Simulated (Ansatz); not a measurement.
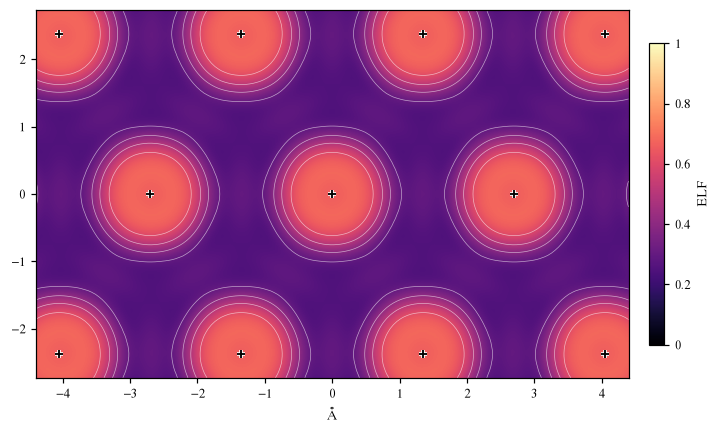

The electron localisation function on a plane through atoms (crosses mark nuclei in the plane).

The calculation used Ansatz, DFT PBEsol, scalar-relativistic, plane waves, PAW.

Candidates:
A. Pt, a = 2.70 Å, b = 2.70 Å, c = 3.92 Å, α = 90.00°, β = 90.00°, γ = 90.00°. Space group I4/mmm; changed on purpose from its base cell (strain -0.025 along x and y, +0.000 along z, atoms carried along); computed pressure about 18 GPa in this cell.
B. SnO, a = 3.36 Å, b = 5.67 Å, c = 4.22 Å, α = 90.00°, β = 90.00°, γ = 90.00°. Space group Pmn2₁; a structure from a database of computed crystals, not necessarily the ambient phase; not relaxed (largest force 0.4 eV/Å); computed pressure about −3 GPa in this cell.

### Which candidate gave the map?

Candidate A: Pt on the (011̄) plane of the conventional cell, which holds Pt. Pt–Pt (2.70 Å): the ELF is about 0.30 at the midpoint (no localised pair shows between them).
